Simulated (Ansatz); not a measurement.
**ZnSe (F-43m): the equilibrium volume**

Aim: the volume at which the pressure of ZnSe (F-43m) vanishes.

Computed with Ansatz 0.2.0 (DFT PBEsol, scalar-relativistic, plane waves, PAW, unless a step's input says otherwise).

## Step 1: The starting structure

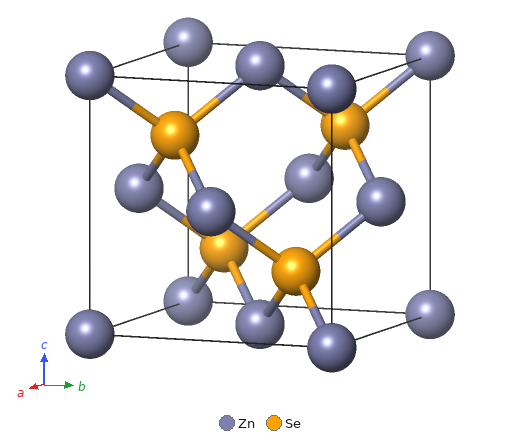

The starting structure, seen slightly off an axis (zinc blue, selenium orange). Atoms on the faces are drawn again on the opposite ones. The cell drawn here is the conventional one.

Coordinates:

```xyz
2
Lattice="0.0000 2.8432 2.8432 2.8432 0.0000 2.8432 2.8432 2.8432 0.0000" Properties=species:S:1:pos:R:3 pbc="T T T"
Zn    0.0000    0.0000    0.0000
Se    4.2648    4.2648    4.2648
```

## Step 2: At the starting volume

The input, input.yaml:

```yaml
crystal:
  lattice:
    - [0.0, 2.8432146871, 2.8432146871]
    - [2.8432146871, 0.0, 2.8432146871]
    - [2.8432146871, 2.8432146871, 0.0]
  atoms:
    - { symbol: Zn, position: [0.0, 0.0, 0.0] }
    - { symbol: Se, position: [0.75, 0.75, 0.75] }
basis:
  ecutwfc: 420
  ecutrho_ratio: 4
kpoints:
  mp_grid: { grid: [10, 10, 10] }
hamiltonian:
  xc: pbesol
scf:
  occupations: { method: gaussian, width: 0.05 }
output:
  forces: true
  stress: true
  eigenvalues: true
```

The run is started by

```bash
ansatz run input.yaml --threads 4 --pin off --max-ram 9216MiB --backend cpu --events-out ev --progress --plain --runs-dir out
```

Log:

```text
Warning: RAYON_NUM_THREADS=4 ignored (pool sized by the plan → 4); use --threads N
Engine: ansatz 0.2.0, x86_64-unknown-linux-gnu
Pseudopotentials: kind: paw
Pseudopotential: Zn, paw, valence charge 12, recommended cutoff 420 eV (normal), Zn.paw.azcp
Pseudopotential: Se, paw, valence charge 16, recommended cutoff 420 eV (normal), Se.paw.azcp
Functional definition: PBEsol
  exchange = pbesol_x
  correlation = pbesol_c
Crystal: 2 atoms, lattice volume = 45.968 Å³
Basis set: ecut = 420 eV, 893 PW (Γ), exchange–correlation on 54×54×54 points (8 copies of the dense FFT grid, shifted against one another)
Bands: 18, of which v1, the nominal top of the filled ones, is band 14 counted from 1 (13 counted from 0)
Symmetry: 24 space group operations
Space group: F-43m (ITA 216), of the structure as read, at distance tolerance 3.6e-5 Å
k-points: 47 of 1000 (time reversal used)
Non-local potential: Zn, projectors of the file, l = 0: 2, l = 1: 2, l = 2: 3, l = 3: 1
Non-local potential: Se, projectors of the file, l = 0: 2, l = 1: 2, l = 2: 3, l = 3: 1
PAW form: soft (Blöchl's): semilocal exchange-correlation on the pseudo side does not see the compensation charge
PAW frozen core: Zn, regenerated for the run's functional, and the local potential with it (the file was generated under x = pbe(κ = 0.804, μ = 0.2195149727645171), c = pbe(β = 0.06672455060314922))
PAW frozen core: Se, regenerated for the run's functional, and the local potential with it (the file was generated under x = pbe(κ = 0.804, μ = 0.2195149727645171), c = pbe(β = 0.06672455060314922))
PAW one-centre angular grid: Zn, 590 points (default); XC on 64 Gauss nodes
PAW one-centre angular grid: Se, 590 points (default); XC on 64 Gauss nodes
Initial density: superposition of atomic densities (neutral atoms: chi_scale 0, normalization atom), corrected by the library's trained network
Initial wavefunctions: pseudopotential atomic-orbital guess
Functional: x = pbesol(κ = 0.804, μ = 0.12345679012345678), c = pbesol(β = 0.046)
SCF iter   1: F=—  HF=-8706.450684 eV  |F-HF|=—  |Δ(HF+E_count)|=         —  Δρ=3.86e-3  dr2=7.00e-3  ethr=1.77e-3  ⟨swp⟩=5.9  Hψ=4238  notcnv=0
preconditioner: auto → none  [insulator: Δε(μ)=1.098 eV  Ē_g=11.762 eV  σ=0.050 eV  W_gap=1.00  n_scr=14 (ndim 8)  ℏωp=23.2 eV  f_vac=0.125  D(μ)=0.00/eV (n_scr^D=0)  ε∞_Penn≈4.9]
SCF iter   2: F=—  HF=-8706.448277 eV  |F-HF|=—  |Δ(HF+E_count)|=   2.41e-3  Δρ=9.58e-4  dr2=2.51e-4  ethr=2.50e-5  ⟨swp⟩=2.0  Hψ=1814  notcnv=0
SCF iter   3: F=—  HF=-8706.448252 eV  |F-HF|=—  |Δ(HF+E_count)|=   2.48e-5  Δρ=7.68e-4  dr2=1.56e-4  ethr=8.98e-7  ⟨swp⟩=2.0  Hψ=1222  notcnv=0
SCF iter   4: F=—  HF=-8706.448237 eV  |F-HF|=—  |Δ(HF+E_count)|=   1.47e-5  Δρ=2.32e-4  dr2=1.74e-5  ethr=5.59e-7  ⟨swp⟩=2.0  Hψ=1198  notcnv=0
SCF iter   5: F=—  HF=-8706.448242 eV  |F-HF|=—  |Δ(HF+E_count)|=   5.30e-6  Δρ=5.39e-5  dr2=8.33e-7  ethr=6.21e-8  ⟨swp⟩=2.0  Hψ=1053  notcnv=0
SCF iter   6: F=-8706.448243 eV  HF=-8706.448243 eV  |F-HF|=2.18e-8  |Δ(HF+E_count)|=   7.32e-7  Δρ=7.72e-6  dr2=1.95e-8  ethr=3.57e-10  ⟨swp⟩=5.1  Hψ=3820  notcnv=0
SCF 1 converged in 6 iterations: F = -8706.448243 eV  dr2 = 1.95e-8
SCF converged after 6 iterations
Free energy (F): -8706.448243 eV
Harris-Foulkes:  -8706.448243 eV  (|F-HF|=2.18e-8)
Internal energy: -8706.448243 eV  (E = F + TS)
E sigma→0 (E₀):  -8706.448243 eV
Fermi energy:    7.076671 eV
--- Per-component energies (eV) ---
  E_band       = -389.128967
  E_kinetic    = 249.726501
  E_local      = -4409.592034  (includes V_loc(G=0)·N_el)
  E_nonlocal   = 22.878260
  E_hartree    = 2038.499647
  E_xc         = -238.734471
  E_vxc        = -150.264356  (∫ρ·V_xc dr)
  E_paw        = -3659.097971  (= ΣΔE_a)
  E_vpaw       = -178.876548  (= ΣTr[D̂ρ^β])
  E_aug_tail   = -0.000945  (compensation charges beyond the density's cutoff)
  E_ewald      = -2711.933035
  E_core_change = 1.805805  (= ΣΔE_core)
  E_smearing   = -0.000000  (= −TS)
  E_closure    = 0.000000  (closes the sum)
  Σ components = -8706.448243   (vs F -8706.448243, Δ=0.00e0)
--- Forces (eV/Å), atoms counted from 1 ---
  atom   1  Zn    -0.00000000     0.00000000     0.00000000
  atom   2  Se     0.00000000    -0.00000000     0.00000000
  max |Σ_I F_I| component: 1.85e-16 eV/Å
--- Stress (GPa, compression-positive) ---
       -1.716859      -0.000000      -0.000000
       -0.000000      -1.716859       0.000000
       -0.000000       0.000000      -1.716859
  P = ⅓ Tr σ = -1.7169 GPa (-17.169 kbar)
--- Band table (eV; the first three rows and the last of 47) ---
  k-point 0: bands = ["-40.3806", "-40.3806", "-40.3806", "-40.3763", "-40.3763", "-6.7133", "-0.0087", "-0.0087", "-0.0087", "0.3539", "0.3539", "6.5110", "6.5110", "6.5110", "7.6400", "12.2598", "12.2598", "12.2598"]
  k-point 1: bands = ["-40.3806", "-40.3806", "-40.3806", "-40.3763", "-40.3763", "-6.6488", "-0.0052", "0.0015", "0.0015", "0.3528", "0.3528", "5.5156", "6.4113", "6.4113", "8.4377", "12.1668", "12.4292", "12.4292"]
  k-point 2: bands = ["-40.3806", "-40.3806", "-40.3806", "-40.3763", "-40.3763", "-6.4718", "0.0194", "0.0267", "0.0267", "0.3523", "0.3523", "4.1222", "6.1728", "6.1728", "9.0712", "12.4818", "12.7679", "12.7679"]
  k-point 46: bands = ["-40.3806", "-40.3804", "-40.3803", "-40.3763", "-40.3762", "-5.6656", "0.0987", "0.1969", "0.2926", "0.3519", "0.6355", "1.8355", "3.8096", "3.8993", "11.3774", "11.6507", "13.9577", "14.4842"]
```

Run time: 1.5 s. Hardware: 4 threads of Intel Xeon Platinum 8259CL at 2.50GHz (Skylake/Cascade Lake), shared host; peak memory 0.43 GiB.

Read off: volume 22.984 Å³/atom, pressure -1.72 GPa, mesh gap 1.13 eV.

## Step 3: Stepping to 22.721 Å³/atom

input.yaml: that of step 2 with these lines changed.

```diff
@@ -2,5 +2,5 @@
   lattice:
-    - [0.0, 2.8432146871, 2.8432146871]
-    - [2.8432146871, 0.0, 2.8432146871]
-    - [2.8432146871, 2.8432146871, 0.0]
+    - [0.0, 2.8323254806, 2.8323254806]
+    - [2.8323254806, 0.0, 2.8323254806]
+    - [2.8323254806, 2.8323254806, 0.0]
   atoms:
```

The run is started by

```bash
ansatz run input.yaml --threads 4 --pin off --max-ram 9216MiB --backend cpu --events-out ev --progress --plain --runs-dir out
```

Log:

```text
Warning: RAYON_NUM_THREADS=4 ignored (pool sized by the plan → 4); use --threads N
[... 7 set-up lines as earlier in the session ...]
Crystal: 2 atoms, lattice volume = 45.442 Å³
Basis set: ecut = 420 eV, 893 PW (Γ), exchange–correlation on 54×54×54 points (8 copies of the dense FFT grid, shifted against one another)
Bands: 18, of which v1, the nominal top of the filled ones, is band 14 counted from 1 (13 counted from 0)
[... 2 set-up lines as earlier in the session ...]
k-points: 47 of 1000 (time reversal used)
[... 10 set-up lines as earlier in the session ...]
SCF iter   1: F=—  HF=-8706.455228 eV  |F-HF|=—  |Δ(HF+E_count)|=         —  Δρ=3.91e-3  dr2=6.96e-3  ethr=1.77e-3  ⟨swp⟩=5.8  Hψ=4276  notcnv=0
preconditioner: auto → none  [insulator: Δε(μ)=1.143 eV  Ē_g=11.818 eV  σ=0.050 eV  W_gap=1.00  n_scr=14 (ndim 8)  ℏωp=23.4 eV  f_vac=0.121  D(μ)=0.00/eV (n_scr^D=0)  ε∞_Penn≈4.9]
SCF iter   2: F=—  HF=-8706.452824 eV  |F-HF|=—  |Δ(HF+E_count)|=   2.40e-3  Δρ=9.73e-4  dr2=2.60e-4  ethr=2.49e-5  ⟨swp⟩=2.0  Hψ=1814  notcnv=0
SCF iter   3: F=—  HF=-8706.452788 eV  |F-HF|=—  |Δ(HF+E_count)|=   3.59e-5  Δρ=7.89e-4  dr2=1.62e-4  ethr=9.27e-7  ⟨swp⟩=2.0  Hψ=1222  notcnv=0
SCF iter   4: F=—  HF=-8706.452770 eV  |F-HF|=—  |Δ(HF+E_count)|=   1.85e-5  Δρ=2.44e-4  dr2=1.81e-5  ethr=5.79e-7  ⟨swp⟩=2.0  Hψ=1166  notcnv=0
SCF iter   5: F=—  HF=-8706.452774 eV  |F-HF|=—  |Δ(HF+E_count)|=   4.20e-6  Δρ=5.60e-5  dr2=8.83e-7  ethr=6.47e-8  ⟨swp⟩=2.0  Hψ=995  notcnv=0
SCF iter   6: F=-8706.452775 eV  HF=-8706.452775 eV  |F-HF|=2.21e-8  |Δ(HF+E_count)|=   7.13e-7  Δρ=7.96e-6  dr2=1.94e-8  ethr=3.57e-10  ⟨swp⟩=5.0  Hψ=3816  notcnv=0
SCF 1 converged in 6 iterations: F = -8706.452775 eV  dr2 = 1.94e-8
SCF converged after 6 iterations
Free energy (F): -8706.452775 eV
Harris-Foulkes:  -8706.452775 eV  (|F-HF|=2.21e-8)
Internal energy: -8706.452775 eV  (E = F + TS)
E sigma→0 (E₀):  -8706.452775 eV
Fermi energy:    7.255904 eV
--- Per-component energies (eV) ---
  E_band       = -385.644860
  E_kinetic    = 250.004730
  E_local      = -4392.296572  (includes V_loc(G=0)·N_el)
  E_nonlocal   = 22.760379
  E_hartree    = 2031.491332
  E_xc         = -238.911910
  E_vxc        = -150.496475  (∫ρ·V_xc dr)
  E_paw        = -3658.946267  (= ΣΔE_a)
  E_vpaw       = -178.599644  (= ΣTr[D̂ρ^β])
  E_aug_tail   = -0.000893  (compensation charges beyond the density's cutoff)
  E_ewald      = -2722.359379
  E_core_change = 1.805805  (= ΣΔE_core)
  E_smearing   = -0.000000  (= −TS)
  E_closure    = 0.000000  (closes the sum)
  Σ components = -8706.452775   (vs F -8706.452775, Δ=0.00e0)
--- Forces (eV/Å), atoms counted from 1 ---
  atom   1  Zn    -0.00000000     0.00000000    -0.00000000
  atom   2  Se     0.00000000    -0.00000000     0.00000000
  max |Σ_I F_I| component: 1.06e-16 eV/Å
--- Stress (GPa, compression-positive) ---
       -1.039985       0.000000      -0.000000
       -0.000000      -1.039985       0.000000
       -0.000000       0.000000      -1.039985
  P = ⅓ Tr σ = -1.0400 GPa (-10.400 kbar)
--- Band table (eV; the first three rows and the last of 47) ---
  k-point 0: bands = ["-40.2472", "-40.2472", "-40.2472", "-40.2427", "-40.2427", "-6.6301", "0.1068", "0.1068", "0.1068", "0.4799", "0.4799", "6.6678", "6.6678", "6.6678", "7.8416", "12.4132", "12.4132", "12.4132"]
  k-point 1: bands = ["-40.2472", "-40.2472", "-40.2472", "-40.2427", "-40.2427", "-6.5643", "0.1098", "0.1173", "0.1173", "0.4788", "0.4788", "5.6692", "6.5660", "6.5660", "8.6362", "12.3253", "12.5854", "12.5854"]
  k-point 2: bands = ["-40.2472", "-40.2471", "-40.2471", "-40.2427", "-40.2427", "-6.3831", "0.1335", "0.1433", "0.1433", "0.4782", "0.4782", "4.2592", "6.3226", "6.3226", "9.2629", "12.6594", "12.9284", "12.9284"]
  k-point 46: bands = ["-40.2472", "-40.2470", "-40.2468", "-40.2427", "-40.2425", "-5.5555", "0.2142", "0.3187", "0.4158", "0.4775", "0.7701", "1.9371", "3.9198", "4.0032", "11.5307", "11.8459", "14.1446", "14.6561"]
```

Wall time 1.5 s (4 threads of Intel Xeon Platinum 8259CL at 2.50GHz (Skylake/Cascade Lake), shared host); peak memory 0.43 GiB.

In short: volume 22.721 Å³/atom, pressure -1.04 GPa, gap on the mesh 1.17 eV.

## Step 4: Volume 22.347 Å³/atom

input.yaml: that of step 3 with these lines changed.

```diff
@@ -2,5 +2,5 @@
   lattice:
-    - [0.0, 2.8323254806, 2.8323254806]
-    - [2.8323254806, 0.0, 2.8323254806]
-    - [2.8323254806, 2.8323254806, 0.0]
+    - [0.0, 2.8166955341, 2.8166955341]
+    - [2.8166955341, 0.0, 2.8166955341]
+    - [2.8166955341, 2.8166955341, 0.0]
   atoms:
```

The run is started by

```bash
ansatz run input.yaml --threads 4 --pin off --max-ram 9216MiB --backend cpu --events-out ev --progress --plain --runs-dir out
```

Log:

```text
Warning: RAYON_NUM_THREADS=4 ignored (pool sized by the plan → 4); use --threads N
[... 7 set-up lines as earlier in the session ...]
Crystal: 2 atoms, lattice volume = 44.694 Å³
Basis set: ecut = 420 eV, 893 PW (Γ), exchange–correlation on 54×54×54 points (8 copies of the dense FFT grid, shifted against one another)
Bands: 18, of which v1, the nominal top of the filled ones, is band 14 counted from 1 (13 counted from 0)
[... 1 set-up line as earlier in the session ...]
Space group: F-43m (ITA 216), of the structure as read, at distance tolerance 3.5e-5 Å
k-points: 47 of 1000 (time reversal used)
[... 10 set-up lines as earlier in the session ...]
SCF iter   1: F=—  HF=-8706.457721 eV  |F-HF|=—  |Δ(HF+E_count)|=         —  Δρ=3.97e-3  dr2=6.88e-3  ethr=1.77e-3  ⟨swp⟩=5.7  Hψ=4269  notcnv=0
preconditioner: auto → none  [insulator: Δε(μ)=1.209 eV  Ē_g=11.901 eV  σ=0.050 eV  W_gap=1.00  n_scr=14 (ndim 8)  ℏωp=23.6 eV  f_vac=0.112  D(μ)=0.00/eV (n_scr^D=0)  ε∞_Penn≈4.9]
SCF iter   2: F=—  HF=-8706.455315 eV  |F-HF|=—  |Δ(HF+E_count)|=   2.41e-3  Δρ=9.93e-4  dr2=2.70e-4  ethr=2.46e-5  ⟨swp⟩=2.0  Hψ=1812  notcnv=0
SCF iter   3: F=—  HF=-8706.455267 eV  |F-HF|=—  |Δ(HF+E_count)|=   4.78e-5  Δρ=8.14e-4  dr2=1.69e-4  ethr=9.64e-7  ⟨swp⟩=2.0  Hψ=1223  notcnv=0
SCF iter   4: F=—  HF=-8706.455245 eV  |F-HF|=—  |Δ(HF+E_count)|=   2.22e-5  Δρ=2.62e-4  dr2=1.92e-5  ethr=6.02e-7  ⟨swp⟩=2.0  Hψ=1124  notcnv=0
SCF iter   5: F=—  HF=-8706.455249 eV  |F-HF|=—  |Δ(HF+E_count)|=   3.51e-6  Δρ=5.86e-5  dr2=9.25e-7  ethr=6.87e-8  ⟨swp⟩=2.0  Hψ=975  notcnv=0
SCF iter   6: F=-8706.455249 eV  HF=-8706.455249 eV  |F-HF|=2.01e-8  |Δ(HF+E_count)|=   6.60e-7  Δρ=7.97e-6  dr2=1.82e-8  ethr=3.57e-10  ⟨swp⟩=5.2  Hψ=3863  notcnv=0
SCF 1 converged in 6 iterations: F = -8706.455249 eV  dr2 = 1.82e-8
SCF converged after 6 iterations
Free energy (F): -8706.455249 eV
Harris-Foulkes:  -8706.455249 eV  (|F-HF|=2.01e-8)
Internal energy: -8706.455249 eV  (E = F + TS)
E sigma→0 (E₀):  -8706.455249 eV
Fermi energy:    7.518435 eV
--- Per-component energies (eV) ---
  E_band       = -380.561128
  E_kinetic    = 250.414756
  E_local      = -4367.272180  (includes V_loc(G=0)·N_el)
  E_nonlocal   = 22.592148
  E_hartree    = 2021.368870
  E_xc         = -239.171989
  E_vxc        = -150.836385  (∫ρ·V_xc dr)
  E_paw        = -3658.725881  (= ΣΔE_a)
  E_vpaw       = -178.197634  (= ΣTr[D̂ρ^β])
  E_aug_tail   = -0.000928  (compensation charges beyond the density's cutoff)
  E_ewald      = -2737.465850
  E_core_change = 1.805805  (= ΣΔE_core)
  E_smearing   = -0.000000  (= −TS)
  E_closure    = 0.000000  (closes the sum)
  Σ components = -8706.455249   (vs F -8706.455249, Δ=0.00e0)
--- Forces (eV/Å), atoms counted from 1 ---
  atom   1  Zn    -0.00000000     0.00000000     0.00000000
  atom   2  Se     0.00000000    -0.00000000     0.00000000
  max |Σ_I F_I| component: 1.85e-16 eV/Å
--- Stress (GPa, compression-positive) ---
        0.001405       0.000000      -0.000000
       -0.000000       0.001405       0.000000
       -0.000000       0.000000       0.001405
  P = ⅓ Tr σ = 0.0014 GPa (0.014 kbar)
--- Band table (eV; the first three rows and the last of 47) ---
  k-point 0: bands = ["-40.0522", "-40.0522", "-40.0522", "-40.0474", "-40.0474", "-6.5091", "0.2747", "0.2747", "0.2747", "0.6632", "0.6632", "6.8977", "6.8977", "6.8977", "8.1369", "12.6372", "12.6372", "12.6372"]
  k-point 1: bands = ["-40.0522", "-40.0522", "-40.0522", "-40.0474", "-40.0474", "-6.4412", "0.2770", "0.2856", "0.2856", "0.6620", "0.6620", "5.8940", "6.7927", "6.7927", "8.9270", "12.5572", "12.8134", "12.8134"]
  k-point 2: bands = ["-40.0522", "-40.0522", "-40.0522", "-40.0474", "-40.0474", "-6.2540", "0.2990", "0.3125", "0.3125", "0.6614", "0.6614", "4.4599", "6.5420", "6.5420", "9.5430", "12.9197", "13.1628", "13.1628"]
  k-point 46: bands = ["-40.0522", "-40.0520", "-40.0518", "-40.0474", "-40.0473", "-5.3949", "0.3815", "0.4957", "0.5949", "0.6600", "0.9661", "2.0863", "4.0812", "4.1551", "11.7548", "12.1298", "14.4173", "14.9082"]
```

Run time: 1.6 s. Hardware: 4 threads of Intel Xeon Platinum 8259CL at 2.50GHz (Skylake/Cascade Lake), shared host; peak memory 0.42 GiB.

This gives: volume 22.347 Å³/atom, pressure 0.00 GPa, gap on the mesh 1.24 eV.

## Step 5: Pressure against volume so far

```tsv
step	level	mesh	relaxed	volume (Å³/atom)	pressure (GPa)
2	PBEsol	10×10×10	nothing	22.984	-1.72
3	PBEsol	10×10×10	nothing	22.721	-1.04
4	PBEsol	10×10×10	nothing	22.347	0.00
```

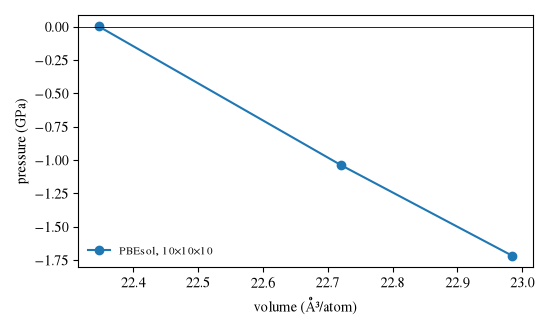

Pressure against volume, run by run.

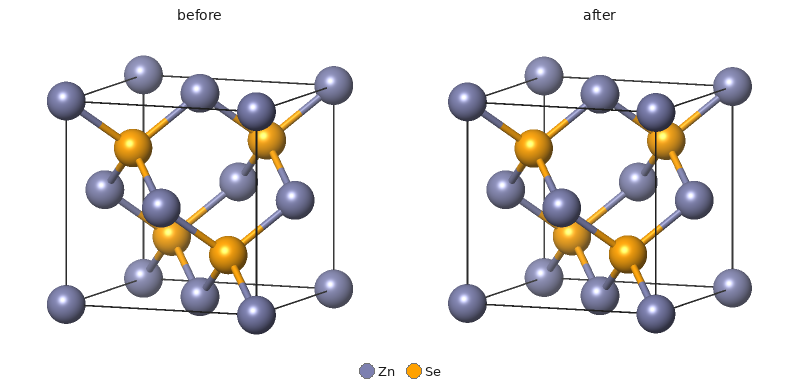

The structure before (left) and after (right), at one scale. Drawn in the start's conventional cell.

How the cell compares, before and after:

| cell as typed | before | after | change |
| --- | --- | --- | --- |
| a (Å) | 4.021 | 3.983 | -0.9 % |
| b (Å) | 4.021 | 3.983 | -0.9 % |
| c (Å) | 4.021 | 3.983 | -0.9 % |
| volume (Å³/atom) | 22.984 | 22.347 | -2.8 % |
| shortest distance (Å) | 2.462 | 2.439 | -0.9 % |
| space group | F-43m | F-43m | same |

## Step 6: Summary of results

| quantity | value |
| --- | --- |
| volume | 22.347 Å³/atom |
| pressure | 0.00 GPa |
| conventional cell | a = 5.633 Å, b = 5.633 Å, c = 5.633 Å, α = 90.00°, β = 90.00°, γ = 90.00° |
| gap on the mesh | 1.24 eV |

In words: From the first run shown, the volume went from 22.98 to 22.35 Å³/atom (-2.8 %) in 3 runs, where the pressure is zero within 0.01 GPa.

The gaps are Kohn-Sham values of a semilocal functional, not quasiparticle or optical gaps. Such gaps usually fall short of the measured ones.
